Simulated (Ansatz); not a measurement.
## Ta23N24: single-point calculation (part 3 of 3)

Continued. System: Ta23N24 (defect cell, 47 atoms in the cell). Method: DFT PBE, scalar-relativistic, plane waves, PAW, spin-polarised (Ansatz 0.2.0); cutoff 420 eV, 2×2×2 k-mesh, Gaussian smearing of 0.05 eV, collinear spins. The structure derives from an entry of the Crystallography Open Database.

Output, continued:
```
  k-point 2 ↑: bands = ["-47.3991", "-47.3810", "-47.3715", "-47.3359", "-47.3346", "-47.2287", "-47.1977", "-47.0734", "-47.0638", "-47.0314", "-47.0185", "-46.9973", "-46.9270", "-46.8888", "-46.8547", "-46.8395", "-46.8221", "-46.8142", "-46.7580", "-46.7156", "-46.6518", "-46.6370", "-46.0558", "-14.6648", "-14.6004", "-14.5525", "-14.5366", "-14.4853", "-14.4547", "-14.4147", "-14.3983", "-14.3822", "-14.3303", "-14.3251", "-14.2786", "-14.2500", "-14.2220", "-14.1821", "-14.1788", "-14.1648",
      "-14.1525", "-14.1227", "-14.1074", "-14.0799", "-14.0729", "-14.0373", "-14.0191", "-14.0053", "-13.9618", "-13.9349", "-13.9096", "-13.8964", "-13.8499", "-13.8224", "-13.8127", "-13.7982", "-13.7782", "-13.7549", "-13.7394", "-13.7285", "-13.7004", "-13.6965", "-13.6765", "-13.6526", "-13.6185", "-13.5943", "-13.5732", "-13.5681", "-13.5389", "-13.5331", "-13.5181", "-13.4986", "-13.4693", "-13.4574", "-13.4273", "-13.3901", "-13.3679", "-13.3603", "-13.3052", "-13.2931",
      "-13.2853", "-13.2528", "-13.2230", "-13.1948", "-13.1586", "-13.1182", "-13.1038", "-13.0088", "-12.9350", "-12.9007", "-12.5783", "-12.5372", "3.5360", "3.7533", "4.1377", "4.4167", "4.6345", "4.8165", "4.8932", "4.9809", "5.0289", "5.1962", "5.2455", "5.3531", "5.4311", "5.5019", "5.6352", "5.7825", "5.8475", "5.9307", "6.0285", "6.1686", "6.3367", "6.3886", "6.4767", "6.6079", "12.1430", "12.3635", "12.5692", "12.7275",
      "12.7953", "12.9276", "12.9981", "13.1654", "13.2319", "13.2599", "13.4404", "13.5086", "13.6131", "13.6676", "13.7930", "13.8313", "13.9212", "13.9731", "14.0865", "14.1463", "14.1877", "14.2777", "14.3204", "14.3561", "14.4315", "14.5371", "14.6331", "14.7291", "14.7506", "14.8243", "14.9211", "15.0274", "15.0672", "15.1287", "15.1612", "15.2108", "15.3040", "15.3491", "15.4432", "15.4935", "15.5672", "15.6317", "15.7506", "15.7814",
      "15.8516", "15.9160", "16.0182", "16.0626", "16.2046", "16.2380", "16.3720", "16.5420", "16.6539", "16.7159", "16.7537", "16.8710", "16.8909", "16.9984", "17.0718", "17.1998", "17.2429", "17.3710", "17.4635", "17.5938", "17.6593", "17.7111", "17.7175", "17.8721", "17.9628", "18.1814", "18.3633", "18.4115", "18.6502", "18.7438", "18.8018", "18.9017", "19.1592", "19.3364", "19.4001", "19.5836", "19.6555", "19.6944", "19.8053", "19.9352",
      "19.9995", "20.0825", "20.1887", "20.3326", "20.6140", "20.7209", "20.9592", "21.1055", "21.1165", "21.2775", "21.3063", "21.3576", "21.7540", "21.7950", "21.9535", "22.0231", "22.0346", "22.1846", "22.3928", "22.4776", "22.7048", "22.8449", "22.8890", "22.9937", "23.1141", "23.2220", "23.2535", "23.3296", "23.4382", "23.4879", "23.5703", "23.6278", "23.7155", "23.8310", "23.9912", "24.0318", "24.1858", "24.2403", "24.2661", "24.3154",
      "24.4571", "24.5263", "24.5924", "24.6663", "24.7419", "24.7589", "24.8442", "24.9366", "24.9580", "25.0601", "25.1671", "25.2978", "25.3975", "25.4840", "25.5173", "25.5924", "25.6400", "25.7192"]
  k-point 7 ↓: bands = ["-47.3989", "-47.3809", "-47.3714", "-47.3360", "-47.3345", "-47.2292", "-47.1977", "-47.0730", "-47.0626", "-47.0318", "-47.0198", "-46.9980", "-46.9272", "-46.8887", "-46.8552", "-46.8388", "-46.8220", "-46.8141", "-46.7583", "-46.7158", "-46.6513", "-46.6368", "-46.0558", "-14.7317", "-14.6294", "-14.5524", "-14.5074", "-14.4690", "-14.4651", "-14.4156", "-14.3959", "-14.3515", "-14.3105", "-14.2981", "-14.2960", "-14.2845", "-14.2380", "-14.2047", "-14.1989", "-14.1575",
      "-14.1266", "-14.1050", "-14.0880", "-14.0600", "-14.0485", "-14.0106", "-13.9608", "-13.9471", "-13.9238", "-13.9217", "-13.9116", "-13.9019", "-13.8552", "-13.8421", "-13.8232", "-13.7986", "-13.7828", "-13.7713", "-13.7487", "-13.7393", "-13.7270", "-13.7204", "-13.6743", "-13.6676", "-13.6219", "-13.6195", "-13.6062", "-13.5607", "-13.5443", "-13.5310", "-13.5201", "-13.5084", "-13.4719", "-13.4603", "-13.4463", "-13.4157", "-13.4014", "-13.3260", "-13.3079", "-13.2868",
      "-13.2845", "-13.2507", "-13.2169", "-13.1716", "-13.1466", "-13.1435", "-13.0851", "-13.0125", "-12.9161", "-12.9139", "-12.5781", "-12.5334", "3.8350", "4.0155", "4.1496", "4.3293", "4.4019", "4.5584", "4.8593", "4.9321", "4.9521", "5.0948", "5.2550", "5.3600", "5.4544", "5.5121", "5.5725", "5.7530", "5.8222", "6.0254", "6.0493", "6.2361", "6.3069", "6.4485", "6.4769", "6.6935", "12.2541", "12.3102", "12.4191", "12.5878",
      "12.7718", "12.8572", "13.0751", "13.1611", "13.2232", "13.3755", "13.4895", "13.5388", "13.5946", "13.6798", "13.7364", "13.8441", "13.8721", "14.0959", "14.1277", "14.1857", "14.2385", "14.2777", "14.3685", "14.4611", "14.4845", "14.5817", "14.6336", "14.6731", "14.7331", "14.8630", "14.9489", "14.9856", "15.0113", "15.0460", "15.1832", "15.2282", "15.3231", "15.4112", "15.4300", "15.5179", "15.6214", "15.6676", "15.7054", "15.7511",
      "15.8047", "15.9752", "16.0642", "16.1362", "16.1737", "16.2672", "16.3735", "16.5527", "16.5620", "16.6423", "16.7272", "16.7881", "16.8218", "16.9982", "17.0096", "17.1087", "17.2121", "17.4075", "17.4464", "17.5134", "17.8017", "17.8643", "17.8820", "18.0877", "18.1380", "18.1565", "18.3030", "18.4677", "18.5084", "18.6842", "18.8947", "19.0276", "19.1064", "19.2329", "19.2797", "19.3544", "19.4951", "19.5937", "19.7470", "19.8318",
      "19.9326", "20.0785", "20.2321", "20.3231", "20.5713", "20.6585", "20.8257", "20.9395", "20.9994", "21.2650", "21.4430", "21.6022", "21.7676", "21.8013", "21.8305", "22.0803", "22.2362", "22.4515", "22.4799", "22.5785", "22.6063", "22.8885", "22.9081", "23.0252", "23.0892", "23.1762", "23.3024", "23.3756", "23.4375", "23.4924", "23.5671", "23.6700", "23.7241", "23.8063", "23.8443", "23.9932", "24.0352", "24.1823", "24.2379", "24.3247",
      "24.4046", "24.5342", "24.6307", "24.6989", "24.7523", "24.8592", "24.9210", "24.9768", "25.0559", "25.1326", "25.2075", "25.2475", "25.3263", "25.4298", "25.4839", "25.4893", "25.5712", "25.6343"]
--- Löwdin populations: 47 sites ---
  site symbol       q [e]    m [muB]
     0     Ta     12.2906    -0.0000
     1     Ta     12.1580    -0.0000
     2     Ta     12.4198    -0.0000
     3     Ta     12.1472    -0.0000
     4     Ta     12.2439    -0.0000
     5     Ta     12.2990    -0.0000
     6     Ta     12.1937    -0.0000
     7     Ta     12.4079    -0.0000
     8     Ta     12.0335    -0.0000
     9     Ta     12.3204    -0.0000
    10     Ta     12.2780    -0.0000
    11     Ta     12.2314    -0.0000
    12     Ta     12.2874    -0.0000
    13     Ta     12.0661    -0.0000
    14     Ta     12.4044    -0.0000
    15     Ta     12.5770    -0.0000
    16     Ta     12.0315    -0.0000
    17     Ta     12.3848    -0.0000
    18     Ta     12.0628    -0.0000
    19     Ta     12.1161    -0.0000
    20     Ta     12.3915    -0.0000
    21     Ta     12.2168     0.0000
    22     Ta     12.2821     0.0000
    23      N      5.6723    -0.0000
    24      N      5.6331     0.0000
    25      N      5.6575    -0.0000
    26      N      5.6850     0.0000
    27      N      5.6588     0.0000
    28      N      5.6327    -0.0000
    29      N      5.6700    -0.0000
    30      N      5.6056    -0.0000
    31      N      5.5982     0.0000
    32      N      5.6368    -0.0000
    33      N      5.6262    -0.0000
    34      N      5.6671    -0.0000
    35      N      5.6120     0.0000
    36      N      5.6363    -0.0000
    37      N      5.5997    -0.0000
    38      N      5.6129    -0.0000
    39      N      5.6244    -0.0000
    40      N      5.6230     0.0000
    41      N      5.6980    -0.0000
    42      N      5.6247     0.0000
    43      N      5.6276    -0.0000
    44      N      5.6274    -0.0000
    45      N      5.5736    -0.0000
    46      N      5.6435    -0.0000
  spilling = 0.004559 (of n_electrons = 419.000000)
--- Bader charges: 47 sites ---
  site symbol  charge [e]  shift [e]    m [muB]
     0     Ta      1.5970     0.0036     0.0000
     1     Ta      1.8334     0.0014     0.0000
     2     Ta      1.3545     0.0016     0.0000
     3     Ta      1.9249     0.0042     0.0000
     4     Ta      1.7542     0.0036     0.0000
     5     Ta      1.5983     0.0026     0.0000
     6     Ta      1.7190     0.0026     0.0000
     7     Ta      1.3153     0.0007     0.0000
     8     Ta      2.0192     0.0042     0.0000
     9     Ta      1.6092     0.0039     0.0000
    10     Ta      1.6705     0.0019     0.0000
    11     Ta      1.6303     0.0022     0.0000
    12     Ta      1.6171     0.0020     0.0000
    13     Ta      1.9077     0.0007     0.0000
    14     Ta      1.3679     0.0015     0.0000
    15     Ta      0.9576     0.0022     0.0000
    16     Ta      2.1969     0.0061     0.0000
    17     Ta      1.4000     0.0007     0.0000
    18     Ta      1.9829     0.0013     0.0000
    19     Ta      2.0522     0.0048     0.0000
    20     Ta      1.2607     0.0016     0.0000
    21     Ta      1.6027     0.0015     0.0000
    22     Ta      1.6804     0.0028     0.0000
    23      N     -1.5302     0.0021     0.0000
    24      N     -1.5963     0.0033     0.0000
    25      N     -1.5265     0.0012     0.0000
    26      N     -1.6603     0.0006     0.0000
    27      N     -1.6134     0.0009     0.0000
    28      N     -1.5046     0.0046     0.0000
    29      N     -1.6502     0.0009     0.0000
    30      N     -1.5780     0.0033     0.0000
    31      N     -1.5877     0.0031     0.0000
    32      N     -1.6016     0.0004     0.0000
    33      N     -1.6701     0.0018     0.0000
    34      N     -1.6499     0.0003     0.0000
    35      N     -1.5819     0.0036     0.0000
    36      N     -1.6532     0.0016     0.0000
    37      N     -1.5053     0.0037     0.0000
    38      N     -1.5400     0.0025     0.0000
    39      N     -1.7453     0.0020     0.0000
    40      N     -1.5282     0.0065     0.0000
    41      N     -1.6717     0.0004     0.0000
    42      N     -1.4571     0.0030     0.0000
    43      N     -1.5123     0.0053     0.0000
    44      N     -1.6953     0.0035     0.0000
    45      N     -1.4911     0.0049     0.0000
    46      N     -1.5018     0.0011     0.0000
  estimated error of the sums over rays = 9.8e-4 e
```

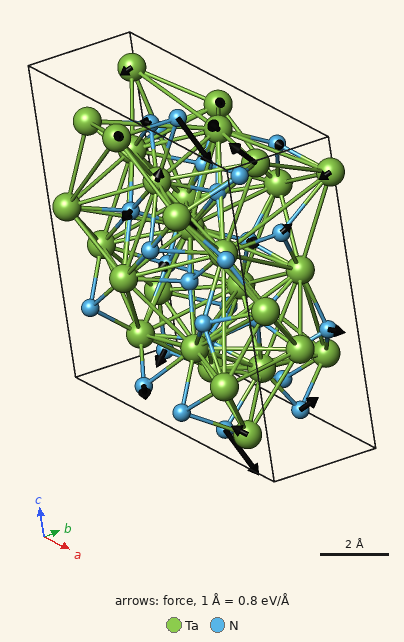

*Forces on the atoms as black arrows (ball-and-stick view of the cell of the calculation, seen slightly off an axis); the smallest are left out.*

The largest act on N47 (1.38 eV/Å); Ta22 (0.94 eV/Å); N25 (0.57 eV/Å); Ta20 (0.55 eV/Å), among others. Atoms are counted from 1 in the order of the input and aren't labelled in the picture. The geometry is not a stationary point of this energy.

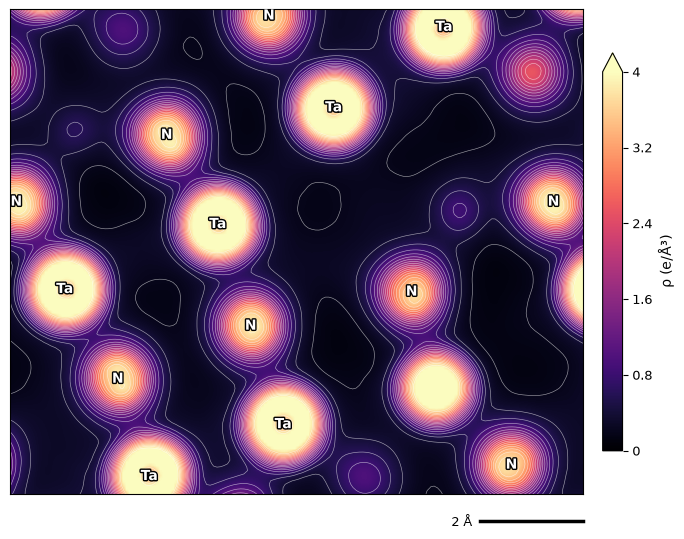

*Valence pseudo-density on the (11̄0) plane of the calculation cell.*

Ta–Ta (2.65 Å): ρ is about 0.43 e/Å³ halfway. Ta–N (1.93 Å): ρ is about 1.1 e/Å³ halfway. Ta–N (1.98 Å): the density is about 0.99 e/Å³ at the midpoint. Ta–N (2.02 Å): ρ at the midpoint is about 0.85 e/Å³. Ta–N (2.08 Å): ρ is about 0.74 e/Å³ halfway. Away from the nuclei the density in this plane falls to 0.11 e/Å³ at its lowest. Core electrons are frozen (PAW), so the fields are smoothed inside the atomic spheres.

Key numbers:

| quantity | value |
| --- | --- |
| outcome | converged |
| electrons treated | 419 |
| free energy | −237677.1602 eV |
| Fermi energy | 21.259 eV |
| gap on the k-point mesh | none (metallic) |
| net moment of the cell | 0.00 μB |
| integrated absolute moment | 0.00 μB |
| largest force (length of the vector) | 1.379 eV/Å |
| hardware | 8 threads of Arm Neoverse V1, 24 GiB of memory available, shared host |
| wall time | 2.5 min (CPU time 20 min) |
| peak memory | 4.7 GiB |

Notes:

The program warns: some starting moments were not kept. Spin–orbit coupling is left out, which matters for Ta.
